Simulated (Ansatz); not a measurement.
Single-point calculation, with input and output: TaN

- system: TaN (P-6m2, 2 atoms in the cell)
- method: DFT r2SCAN, scalar-relativistic, plane waves, PAW, no spin polarisation (Ansatz 0.2.0)

The structure derives from an entry of the Crystallography Open Database. Figures and captions count atoms from 1; the log counts them from 0 in places.

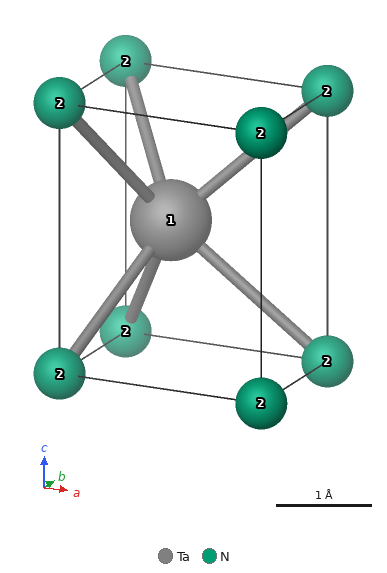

Figure 1. The structure as given in the input (ball-and-stick view of the cell of the calculation, seen slightly off an axis; atoms are numbered from 1 in the order of the input).

**Summary**

- outcome: converged
- space group (tolerance 0.01 Å): P-6m2 (187)
- electrons treated: 18
- free energy: −10331.8043 eV
- Fermi energy: 20.198 eV
- gap on the k-point mesh: none (metallic)
- pressure: −0.24 GPa
- largest force (length of the vector): under 0.001 eV/Å
- hardware: 1 thread of Oxide Virtual Turin-like (Zen 5), 32 GiB of memory available, shared host
- wall time: 14 s
- peak memory: 0.52 GiB

**Remarks**

Spin–orbit coupling is left out, which matters for Ta.

**The input**
```yaml
crystal:
  lattice:
    - [2.9379988584, 0.0, 0.0]
    - [-1.4689994292, 2.5443816477, 0.0]
    - [0.0, 0.0, 2.883]
  atoms:
    - { symbol: Ta, position: [0.3333333333, 0.6666666667, 0.5] }
    - { symbol: "N", position: [0.0, 0.0, 0.0] }
basis:
  ecutwfc: 500
kpoints:
  mp_grid: { grid: [18, 18, 16] }
hamiltonian:
  xc: r2scan
scf:
  occupations: { method: gaussian, width: 0.15 }
output:
  forces: true
  stress: true
  eigenvalues: true
  write_density: true
  write_potential: true
  elf: true
  volumetric_format: npy
```

Command:
```bash
ansatz run input.yaml --threads 1 --pin off --max-ram 2560MiB --backend cpu --events-out ev --progress --plain --runs-dir out
```

**The program's output**
```
Engine: ansatz 0.2.0, x86_64-unknown-linux-gnu
Pseudopotentials: kind: paw
Pseudopotential: Ta, paw, valence charge 13, recommended cutoff 500 eV (meta_gga), Ta.paw.azcp
Pseudopotential: N, paw, valence charge 5, recommended cutoff 500 eV (meta_gga), N.paw.azcp
Functional definition: r2SCAN
  parameter k0 = 0.174
  parameter k1 = 0.065
  parameter a1 = 4.9479
  exchange = r2scan_x(k0 = k0, k1 = k1, a1 = a1)
  correlation = r2scan_c
Crystal: 2 atoms, lattice volume = 21.552 Å³
Basis set: ecut = 500 eV, 551 PW (Γ), exchange–correlation on 96×96×96 points (64 copies of the dense FFT grid, shifted against one another)
Bands: 13, of which v1, the nominal top of the filled ones, is band 9 counted from 1 (8 counted from 0)
Symmetry: 12 space group operations
Space group: P-6m2 (ITA 187), of the structure as read, at distance tolerance 2.8e-5 Å
k-points: 333 of 5184 (time reversal used)
Non-local potential: Ta, projectors of the file, l = 0: 3, l = 1: 2, l = 2: 2, l = 3: 1
Non-local potential: N, projectors of the file, l = 0: 2, l = 1: 2, l = 2: 1
PAW form: soft (Blöchl's): semilocal exchange-correlation on the pseudo side does not see the compensation charge
PAW frozen core: Ta, regenerated for the run's functional (the file was generated under x = pbe(κ = 0.804, μ = 0.2195149727645171), c = pbe(β = 0.06672455060314922))
PAW frozen core: N, regenerated for the run's functional (the file was generated under x = pbe(κ = 0.804, μ = 0.2195149727645171), c = pbe(β = 0.06672455060314922))
PAW one-centre angular grid: Ta, 590 points (default); XC on 160 Gauss nodes
PAW one-centre angular grid: N, 302 points (default); XC on 160 Gauss nodes
Initial density: superposition of atomic densities (neutral atoms: chi_scale 0, normalization atom), corrected by the library's trained network
Initial wavefunctions: pseudopotential atomic-orbital guess
Functional: x = r2scan, c = r2scan; τ floored in thin density (d = 2e-4 eV/Å³)
SCF iter   1: F=—  HF=-10331.701764 eV  |F-HF|=—  |Δ(HF+E_count)|=         —  Δρ=1.10e-2  dr2=9.15e-3  dr2_τ=1.21e-1  ethr=1.77e-3  ⟨swp⟩=5.6  Hψ=22826  notcnv=0
preconditioner: auto → none  [metal: Δε(μ)=0.075 eV  Ē_g=11.683 eV  σ=0.150 eV  W_gap=0.28  n_scr=8 (ndim 8)  ℏωp=25.3 eV  f_vac=0.000  D(μ)=0.05/eV (n_scr^D=0)  sad-step TF]
SCF iter   2: F=—  HF=-10331.800771 eV  |F-HF|=—  |Δ(HF+E_count)|=   9.90e-2  Δρ=8.57e-3  dr2=8.56e-3  dr2_τ=6.14e-4  ethr=5.09e-5  ⟨swp⟩=2.0  Hψ=10320  notcnv=0
SCF iter   3: F=—  HF=-10331.804704 eV  |F-HF|=—  |Δ(HF+E_count)|=   3.93e-3  Δρ=4.59e-3  dr2=3.43e-3  dr2_τ=5.03e-4  ethr=4.75e-5  ⟨swp⟩=2.0  Hψ=5972  notcnv=0
SCF iter   4: F=—  HF=-10331.804552 eV  |F-HF|=—  |Δ(HF+E_count)|=   1.52e-4  Δρ=2.71e-3  dr2=1.59e-3  dr2_τ=1.03e-4  ethr=1.90e-5  ⟨swp⟩=1.9  Hψ=5432  notcnv=0
SCF iter   5: F=—  HF=-10331.804326 eV  |F-HF|=—  |Δ(HF+E_count)|=   2.26e-4  Δρ=4.46e-4  dr2=4.08e-5  dr2_τ=2.88e-6  ethr=8.85e-6  ⟨swp⟩=2.1  Hψ=5346  notcnv=0
SCF iter   6: F=—  HF=-10331.804324 eV  |F-HF|=—  |Δ(HF+E_count)|=   2.78e-6  Δρ=3.20e-5  dr2=2.01e-7  dr2_τ=2.86e-8  ethr=2.27e-7  ⟨swp⟩=2.0  Hψ=5900  notcnv=0
SCF iter   7: F=-10331.804324 eV  HF=-10331.804324 eV  |F-HF|=2.01e-9  |Δ(HF+E_count)|=   3.90e-8  Δρ=1.25e-5  dr2=2.54e-8  dr2_τ=1.65e-9  ethr=5.56e-10  ⟨swp⟩=10.0  Hψ=30891  notcnv=0
SCF 1 converged in 7 iterations: F = -10331.804324 eV  dr2 = 2.54e-8
  greatest PAW one-centre occupation: 0.998 electrons in one spin orbital (limit 2), on the Ta atom at site 0 (counted from 0), in its partial waves of l = 0
```

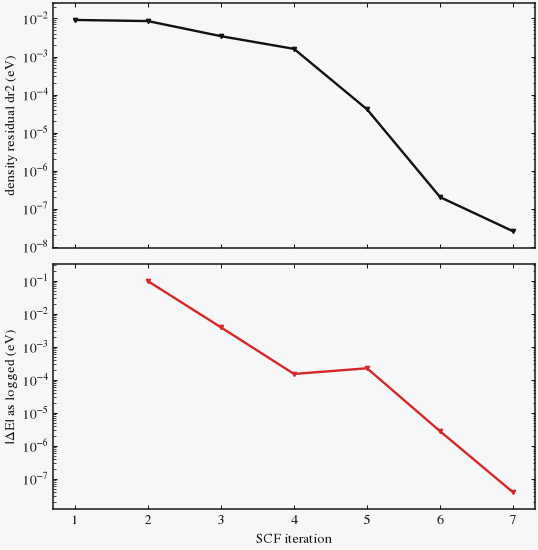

Figure 2. Convergence of the self-consistent field: density residual dr2 and size of the energy change against the SCF iteration. The residual falls at every step.

```
SCF converged after 7 iterations
Free energy (F): -10331.804324 eV
Harris-Foulkes:  -10331.804324 eV  (|F-HF|=2.01e-9)
Internal energy: -10331.803784 eV  (E = F + TS)
E sigma→0 (E₀):  -10331.804054 eV
Entropy (-TS):   -0.000539 eV (-0.270 meV/atom)
Fermi energy:    20.198095 eV
--- Per-component energies (eV) ---
  E_band       = -68.275071
  E_kinetic    = 501.338624
  E_local      = -603.794046  (includes V_loc(G=0)·N_el)
  E_nonlocal   = 59.430543
  E_hartree    = 204.027580
  E_xc         = -265.832666
  E_vxc        = -308.534300  (∫ρ·V_xc dr)
  E_paw        = -8552.164482  (= ΣΔE_a)
  E_vpaw       = -140.597533  (= ΣTr[D̂ρ^β])
  E_aug_tail   = 0.000081  (compensation charges beyond the density's cutoff)
  E_vtau       = 15.825378  (kinetic-family band-sum trace: ∫τ·v_τ [+ j·A + Jᵃ·Aᵃ] dr)
  E_ewald      = -1674.023574
  E_core_change = -0.785845  (= ΣΔE_core)
  E_smearing   = -0.000539  (= −TS)
  E_closure    = 0.000000  (closes the sum)
  Σ components = -10331.804324   (vs F -10331.804324, Δ=0.00e0)
--- Forces (eV/Å), atoms counted from 1 ---
  atom   1  Ta     0.00000000     0.00000000     0.00000000
  atom   2  N      0.00000000     0.00000000     0.00000000
  max |Σ_I F_I| component: 3.33e-16 eV/Å
--- Stress (GPa, compression-positive) ---
       -0.494945       0.000000       0.000000
        0.000000      -0.494945       0.000000
        0.000000       0.000000       0.272243
  P = ⅓ Tr σ = -0.2392 GPa (-2.392 kbar)
--- Band table (eV; the first three rows and the last of 333) ---
  k-point 0: bands = ["-50.1994", "-15.8666", "-15.6085", "-15.6085", "1.4278", "15.3818", "15.3818", "15.8232", "17.0501", "22.6670", "23.9452", "23.9452", "24.4582"]
  k-point 1: bands = ["-50.1974", "-15.9057", "-15.6054", "-15.6054", "1.5092", "15.4150", "15.4150", "15.4550", "17.3651", "22.8181", "23.3479", "23.3479", "24.9105"]
  k-point 2: bands = ["-50.1916", "-16.0156", "-15.5966", "-15.5966", "1.7449", "14.7019", "15.5106", "15.5106", "18.0071", "22.5277", "22.5277", "23.2294", "25.2917"]
  k-point 332: bands = ["-50.0562", "-16.5053", "-16.2355", "-16.1803", "3.4127", "11.7266", "13.3515", "16.0428", "19.6743", "24.9357", "25.3254", "27.1836", "28.2251"]
```

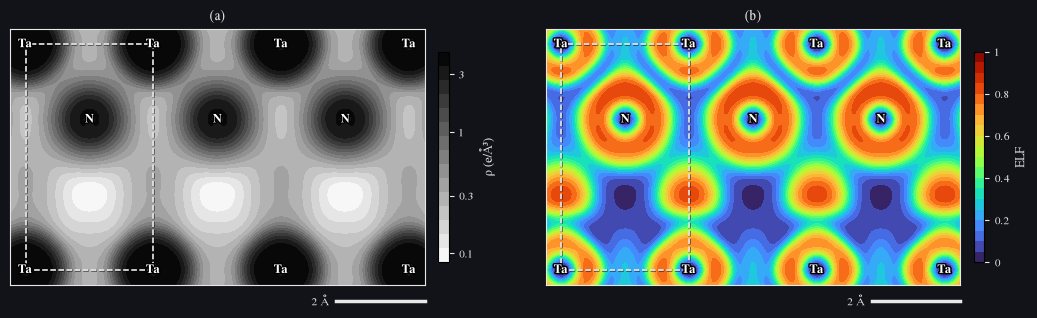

Figure 3. (a) valence electron density; (b) electron localisation function on the (110) plane of the conventional cell. The section cuts through Ta and N sites. Ta–N (2.23 Å): ρ is about 0.54 e/Å³ halfway; the ELF is about 0.20 at the midpoint (no shared pair; the contact is polar). Ta–Ta (2.88 Å): the density is about 0.29 e/Å³ at the midpoint; the ELF is about 0.25 at the midpoint; no localised pair between them. Away from the nuclei the density in this plane falls to 0.08 e/Å³ at its lowest. The strong features right at Ta lie inside the PAW spheres (semicore, d or f shells) and say nothing about bonding. Core electrons are frozen (PAW), so the fields are smoothed inside the atomic spheres.

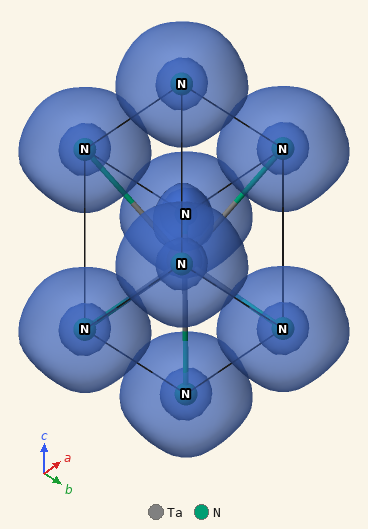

Figure 4. Isosurface of the ELF at 0.6 (blue), seen at an oblique angle. Only the valence region is drawn (cores and ρ < 0.01 e/Å³ removed). Sticks mark near contacts. The outline is the cell set on symmetry axes. Values along the shortest contacts: Ta–N (2.23 Å): the ELF is about 0.20 at the midpoint (a polar contact without a shared pair, in a metal). Ta–Ta (2.88 Å): the ELF is about 0.25 at the midpoint (no localised pair between them).
